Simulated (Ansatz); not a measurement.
# Sr8Ti8HO24: single-point calculation (part 3 of 4)

The same run, continued: Sr8Ti8HO24 (defect cell, 41 atoms in the cell); DFT PBE, scalar-relativistic, plane waves, PAW, spin-polarised (Ansatz 0.2.0); cutoff 420 eV, 2×2×2 k-mesh, Gaussian smearing of 0.05 eV, collinear spins. The structure derives from an entry of the Crystallography Open Database.

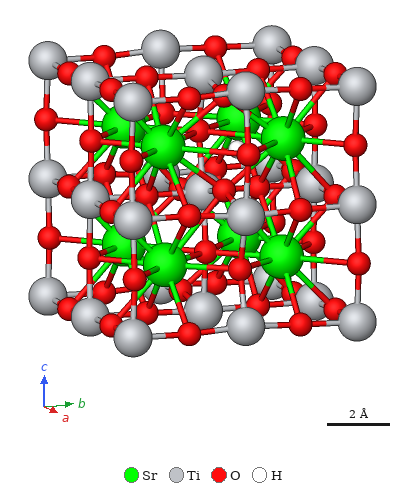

The structure as given in the input (ball-and-stick view of the cell of the calculation, seen slightly off an axis). An atom can appear more than once, as a periodic image.

Output, continued:
```
--- Forces (eV/Å), atoms counted from 1 ---
  atom   1  Sr     0.01265105     0.00444546    -0.00304178
  atom   2  Sr    -0.00919300    -0.01354614     0.00044072
  atom   3  Sr     0.00563536     0.00943732     0.00170233
  atom   4  Sr    -0.01068592    -0.00629213     0.00197691
  atom   5  Sr     0.00824331     0.01122385    -0.00016180
  atom   6  Sr    -0.00900110    -0.00621687     0.00310694
  atom   7  Sr     0.01287369     0.00861203     0.00137780
  atom   8  Sr    -0.00293580    -0.01192928    -0.00334809
  atom   9  Ti    -0.00570487     0.00437121     0.00293542
  atom  10  Ti    -0.00889168     0.00675360    -0.00977128
  atom  11  Ti    -0.00444129     0.00572609     0.00127959
  atom  12  Ti    -0.01212080     0.01181940     0.00072229
  atom  13  Ti    -0.00273177     0.00605255    -0.00138479
  atom  14  Ti    -0.01845856     0.01681763     0.00455078
  atom  15  Ti    -0.00350035     0.00529034     0.00272784
  atom  16  Ti    -0.01495005     0.01537646     0.00894552
  atom  17  O     -0.00305853     0.00416655     0.00189543
  atom  18  O      0.00068596     0.00038610     0.00156944
  atom  19  O     -0.00256166     0.00174789    -0.00102475
  atom  20  O     -0.00043509     0.00106618     0.00333466
  atom  21  O     -0.00531487     0.00218098     0.00042311
  atom  22  O     -0.00299256     0.00251150    -0.00132639
  atom  23  O     -0.00415141     0.00408255    -0.00184015
  atom  24  O     -0.00492743     0.00104621    -0.00084106
  atom  25  O      0.00707128    -0.00787718    -0.00936364
  atom  26  O      0.00583643    -0.00596001    -0.00413407
  atom  27  O      0.00246518    -0.00253254    -0.00577743
  atom  28  O     -0.00139281     0.00198165    -0.00697922
  atom  29  O     -0.00045896    -0.01600998    -0.00572123
  atom  30  O      0.01485469     0.00134532    -0.00197882
  atom  31  O     -0.00021783    -0.01487282    -0.00043047
  atom  32  O      0.01535638     0.00307121     0.00691972
  atom  33  O      0.00403514    -0.00460658     0.00135682
  atom  34  O      0.01070528    -0.00977355     0.00594952
  atom  35  O     -0.00201500     0.00180131     0.00383444
  atom  36  O      0.00515424    -0.00554499    -0.00127022
  atom  37  O     -0.00166814    -0.01496534     0.00631807
  atom  38  O      0.01484227     0.00012712    -0.00074517
  atom  39  O     -0.00156855    -0.01345903     0.00093720
  atom  40  O      0.01593743    -0.00133668    -0.00261618
  atom  41  H     -0.00299462     0.00346749    -0.00057365
  max |Σ_I F_I| component: 2.57e-5 eV/Å
--- Band table (eV; the first three rows and the last of 16) ---
  k-point 0 ↑: bands = ["-46.1984", "-46.1960", "-46.1509", "-46.1495", "-46.0159", "-46.0145", "-46.0135", "-46.0121", "-22.6786", "-22.6037", "-22.5799", "-22.5619", "-22.5509", "-22.5329", "-22.4982", "-22.4918", "-22.4777", "-22.4715", "-22.4695", "-22.4548", "-22.4518", "-22.4455", "-22.4416", "-22.4378", "-22.4327", "-22.4115", "-22.3902", "-22.3893", "-22.3801", "-22.3682", "-22.3189", "-22.3157", "-22.3096", "-22.3093", "-22.3065", "-22.3060", "-22.2998", "-22.2996", "-22.2875", "-22.2807",
      "-9.4304", "-7.5535", "-7.5174", "-7.4862", "-7.2374", "-6.9172", "-6.6718", "-6.6248", "-6.6179", "-6.4931", "-6.4762", "-6.4397", "-6.4034", "-6.3998", "-6.3858", "-6.3399", "-6.2989", "-6.2555", "-6.2273", "-6.0353", "-6.0162", "-5.9382", "-5.9073", "-5.9031", "-4.8022", "-4.7789", "-4.6703", "-4.5301", "-4.4982", "-4.4873", "-4.4820", "-4.4657", "-4.4648", "-4.4417", "-4.4375", "-4.4237", "-4.4235", "-4.3880", "-4.3769", "-4.1618",
      "-4.1102", "-4.0965", "-4.0738", "-4.0027", "-3.9996", "-3.9120", "-3.8857", "-3.8437", "3.2502", "5.0996", "5.3932", "5.5075", "5.5293", "5.6083", "5.6841", "5.7038", "5.8074", "5.8684", "5.9326", "5.9725", "6.0225", "6.0674", "6.0729", "6.1750", "6.3413", "6.4700", "6.5239", "6.7934", "6.9451", "7.1253", "7.2199", "7.2299", "7.2623", "7.2656", "7.2871", "7.2964", "7.3160", "7.3274", "7.3459", "7.3465",
      "7.3726", "7.4760", "7.4959", "7.5686", "7.6598", "7.7131", "7.7592", "7.8013", "7.8292", "7.8611", "7.8867", "7.9731", "8.0653", "8.2680", "8.2920", "8.3708", "8.3918", "8.4620", "8.5455", "8.5539", "8.5973", "8.6022", "8.8656", "8.9313", "8.9385", "9.1064", "9.1612", "9.3406", "9.3419", "9.3753", "9.4194", "9.4260", "9.6850", "9.7019", "9.7141", "9.8494", "9.9478", "9.9856", "10.0242", "10.0380",
      "12.1319", "12.1518", "12.2164", "12.2599", "12.3514", "12.5673", "13.6772", "13.7608", "13.8178", "13.8867", "13.9126", "13.9296", "13.9432", "14.0255", "14.0264", "14.0360", "14.0823", "14.1119", "14.1390", "14.4929", "14.5261", "14.5433", "14.6392", "14.6969", "14.7030", "14.7309", "14.7600", "14.8099", "14.9437", "15.5144", "15.5197", "15.6020", "15.6223", "15.7926", "16.2048", "16.6483", "16.6751", "16.8408", "17.0445", "17.0649",
      "17.1462", "17.2900"]
  k-point 1 ↑: bands = ["-46.1981", "-46.1963", "-46.1503", "-46.1500", "-46.0153", "-46.0150", "-46.0130", "-46.0126", "-22.6481", "-22.6030", "-22.5735", "-22.5700", "-22.5473", "-22.5377", "-22.5274", "-22.5011", "-22.4921", "-22.4669", "-22.4668", "-22.4637", "-22.4560", "-22.4430", "-22.4409", "-22.4269", "-22.4164", "-22.4070", "-22.4038", "-22.3913", "-22.3410", "-22.3332", "-22.3323", "-22.3305", "-22.3150", "-22.3142", "-22.3055", "-22.3050", "-22.3015", "-22.3007", "-22.2978", "-22.2965",
      "-9.3973", "-7.4245", "-7.3898", "-7.3792", "-7.2035", "-7.1550", "-7.0213", "-6.7852", "-6.4667", "-6.3902", "-6.3681", "-6.3454", "-6.3077", "-6.2899", "-6.2725", "-6.2476", "-6.2462", "-6.2294", "-6.2085", "-6.2022", "-6.1444", "-6.1424", "-6.1327", "-6.1076", "-4.6047", "-4.5881", "-4.5266", "-4.5222", "-4.4886", "-4.4832", "-4.4483", "-4.4445", "-4.4432", "-4.4103", "-4.4006", "-4.3801", "-4.3684", "-4.3660", "-4.2626", "-4.2558",
      "-4.2356", "-4.2106", "-4.1335", "-4.1115", "-4.0588", "-4.0039", "-3.9465", "-3.9094", "3.2548", "5.5361", "5.6728", "5.6857", "5.8154", "5.8367", "5.8995", "5.9370", "5.9802", "5.9896", "6.0160", "6.0265", "6.0457", "6.0766", "6.1536", "6.2343", "6.3780", "6.5739", "6.6271", "6.6388", "6.6735", "6.6829", "6.8049", "6.8253", "6.9273", "7.0391", "7.0903", "7.1292", "7.1684", "7.2813", "7.3015", "7.3097",
      "7.3400", "7.3788", "7.4678", "7.5246", "7.5766", "7.6274", "7.8054", "8.0568", "8.1426", "8.1495", "8.1515", "8.2122", "8.2460", "8.2806", "8.3715", "8.3994", "8.4068", "8.4990", "8.5521", "8.6175", "8.6205", "8.7330", "8.7356", "8.7684", "8.7856", "8.7927", "9.1714", "9.1976", "9.2544", "9.3531", "9.3704", "9.3732", "9.4281", "9.4619", "9.4686", "9.4839", "9.5117", "9.5950", "10.0219", "10.0373",
      "12.2753", "12.2766", "12.8918", "12.9196", "13.1413", "13.1434", "13.1624", "13.1885", "13.2604", "13.3015", "13.7112", "13.9148", "13.9213", "13.9218", "14.0779", "14.0897", "14.1696", "14.2216", "14.2379", "14.2740", "14.2872", "14.3432", "14.6022", "14.6077", "14.7353", "14.7646", "15.3016", "15.3322", "15.3750", "15.4398", "15.8233", "15.8838", "16.3777", "16.5033", "16.5089", "16.6947", "16.7294", "16.8648", "17.4110", "17.4786",
      "17.4832", "17.5086"]
  k-point 2 ↑: bands = ["-46.1984", "-46.1960", "-46.1509", "-46.1495", "-46.0159", "-46.0145", "-46.0135", "-46.0121", "-22.6747", "-22.5836", "-22.5629", "-22.5619", "-22.5340", "-22.5329", "-22.5308", "-22.5288", "-22.4996", "-22.4668", "-22.4629", "-22.4560", "-22.4455", "-22.4441", "-22.4419", "-22.4378", "-22.3987", "-22.3921", "-22.3902", "-22.3864", "-22.3801", "-22.3682", "-22.3301", "-22.3256", "-22.3185", "-22.3142", "-22.3070", "-22.3061", "-22.3048", "-22.2998", "-22.2875", "-22.2823",
      "-9.4240", "-7.4767", "-7.2581", "-7.2563", "-7.2485", "-7.1430", "-7.1232", "-6.6355", "-6.4527", "-6.3758", "-6.3615", "-6.3429", "-6.3210", "-6.3038", "-6.2825", "-6.2549", "-6.2521", "-6.2472", "-6.2354", "-6.2056", "-6.1960", "-6.1857", "-6.1680", "-6.1425", "-4.6719", "-4.6363", "-4.5817", "-4.5292", "-4.5231", "-4.4997", "-4.4443", "-4.4356", "-4.4023", "-4.3910", "-4.3480", "-4.3270", "-4.3097", "-4.2969", "-4.2619", "-4.2475",
      "-4.2016", "-4.1477", "-4.1390", "-4.1278", "-4.0571", "-4.0479", "-3.9850", "-3.9697", "3.2871", "5.1198", "5.6003", "5.7873", "5.7972", "5.8302", "5.8652", "5.8928", "5.9511", "6.0102", "6.1069", "6.1483", "6.1507", "6.2057", "6.3318", "6.5718", "6.6090", "6.6720", "6.6987", "6.7190", "6.7443", "6.7602", "6.7638", "6.7837", "6.7905", "6.8386", "7.0274", "7.0962", "7.2495", "7.2726", "7.2983", "7.3000",
      "7.3205", "7.3310", "7.4324", "7.4356", "7.4527", "7.5569", "7.7295", "7.8550", "7.9163", "8.1467", "8.2137", "8.2276", "8.2288", "8.3495", "8.3638", "8.3921", "8.4909", "8.5439", "8.5586", "8.5665", "8.6221", "8.6640", "8.7355", "8.8156", "8.8209", "8.8870", "9.1172", "9.1538", "9.2912", "9.3882", "9.4312", "9.4361", "9.4403", "9.4836", "9.5092", "9.5113", "9.5277", "9.5313", "9.5600", "9.9488",
      "12.1628", "12.5474", "13.1153", "13.1339", "13.1357", "13.2031", "13.2158", "13.2269", "13.2353", "13.2932", "13.6929", "13.7881", "13.9481", "13.9592", "14.0313", "14.0356", "14.0669", "14.1734", "14.1826", "14.1996", "14.2095", "14.3404", "14.3610", "14.5391", "14.8141", "14.9266", "15.2894", "15.3442", "15.4514", "15.4639", "15.8498", "15.9490", "16.2507", "16.2731", "16.6220", "16.8178", "16.9495", "17.0624", "17.1824", "17.2939",
      "17.4857", "17.6787"]
  k-point 7 ↓: bands = ["-46.1205", "-46.1187", "-46.0712", "-46.0709", "-45.8792", "-45.8789", "-45.8737", "-45.8731", "-22.5742", "-22.5433", "-22.5300", "-22.5168", "-22.5111", "-22.4953", "-22.4861", "-22.4677", "-22.4650", "-22.4531", "-22.4491", "-22.4241", "-22.3851", "-22.3840", "-22.3565", "-22.3487", "-22.3394", "-22.3328", "-22.3316", "-22.3287", "-22.2082", "-22.2048", "-22.2029", "-22.1980", "-22.1960", "-22.1947", "-22.1910", "-22.1906", "-22.1730", "-22.1713", "-22.1638", "-22.1630",
      "-9.3892", "-7.2848", "-7.1495", "-7.1273", "-7.0241", "-7.0052", "-6.9780", "-6.9317", "-6.7135", "-6.6135", "-6.4225", "-6.4158", "-6.3776", "-6.3462", "-6.3375", "-6.3257", "-6.2935", "-6.2816", "-6.2529", "-6.2196", "-6.1954", "-6.1868", "-6.1761", "-6.1600", "-4.5853", "-4.5502", "-4.5468", "-4.5236", "-4.5195", "-4.4886", "-4.4778", "-4.4483", "-4.4235", "-4.4062", "-4.3973", "-4.3928", "-4.3830", "-4.2934", "-4.2691", "-4.2676",
      "-4.1593", "-4.1229", "-4.0680", "-4.0578", "-4.0526", "-4.0503", "-4.0480", "-4.0268", "3.2582", "5.6052", "5.9021", "6.0384", "6.0843", "6.0930", "6.0990", "6.1050", "6.3291", "6.4129", "6.4882", "6.6798", "6.7073", "6.7206", "6.7528", "6.7883", "6.8058", "6.8085", "6.8219", "6.8580", "6.8771", "6.8879", "6.9036", "6.9331", "6.9600", "6.9673", "6.9930", "7.1051", "7.1452", "7.1624", "7.1783", "7.1840",
      "7.1878", "7.1892", "7.2058", "7.2349", "7.2377", "7.2393", "7.2542", "7.2911", "7.3739", "7.3775", "7.3892", "7.3950", "7.4103", "7.4391", "7.4916", "7.5318", "8.3370", "8.7847", "8.8754", "8.9414", "8.9506", "9.0762", "9.0931", "9.0969", "9.1679", "9.1756", "9.2076", "9.2363", "9.2421", "9.2698", "9.2704", "9.2992", "9.3207", "9.3297", "9.3363", "9.4134", "9.4625", "9.4722", "9.4976", "9.5101",
      "13.1842", "13.3941", "13.4943", "13.5295", "13.6500", "13.6551", "13.6624", "13.7139", "13.7297", "13.7373", "13.7474", "13.7495", "13.7671", "13.7742", "13.7811", "13.7922", "13.8007", "13.8085", "13.8111", "13.8134", "13.8168", "13.8241", "13.8325", "13.9410", "16.1837", "16.2294", "16.3781", "16.3816", "16.6822", "16.7374", "16.7861", "16.7949", "16.8145", "16.8216", "16.8671", "16.8720", "16.8776", "16.9055", "16.9093", "16.9197",
      "17.2610", "17.3277"]
```
